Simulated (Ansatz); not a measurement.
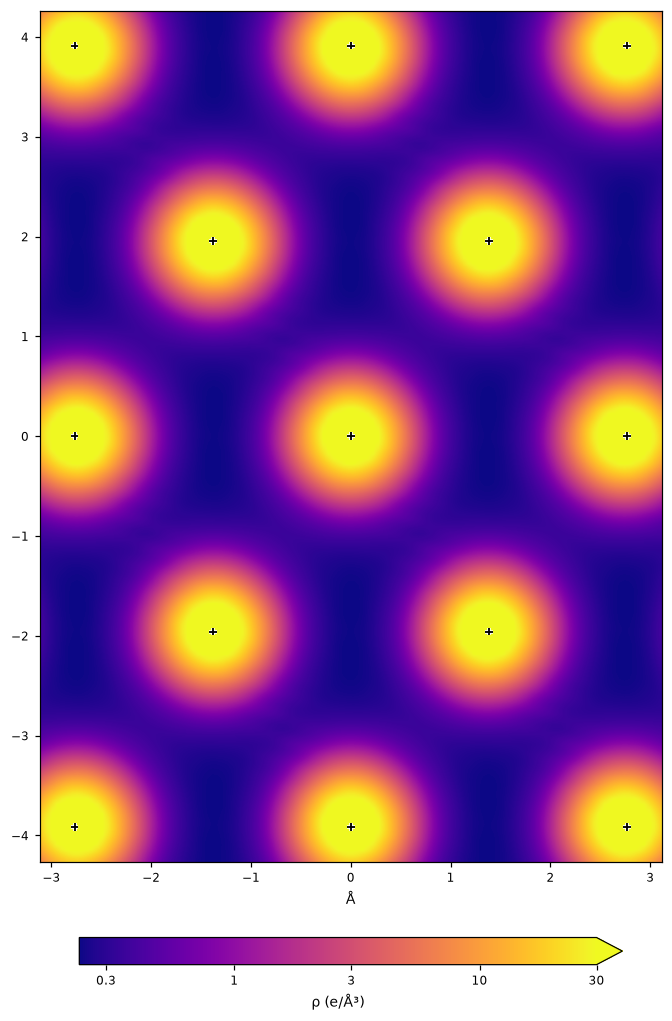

The valence electron density on a plane through atoms (crosses mark nuclei in the plane).

Theory: Ansatz, Kohn-Sham DFT of a periodic cell, PBEsol0, Ansatz PAW.

Candidates:
A. Ni, a = 2.77 Å, b = 2.77 Å, c = 2.77 Å, α = 90.00°, β = 90.00°, γ = 90.00°. Space group Im-3m; a structure from a database of computed crystals, not necessarily the ambient phase; computed pressure about −7 GPa in this cell; spin-polarised.
B. In, a = 3.18 Å, b = 3.18 Å, c = 4.98 Å, α = 90.00°, β = 90.00°, γ = 90.00°. Space group I4/mmm.

Which candidate gave the map?

Candidate A: Ni on the (101̄) plane of the conventional cell, which holds Ni. Ni–Ni (2.40 Å): ρ at the midpoint is about 0.35 e/Å³.
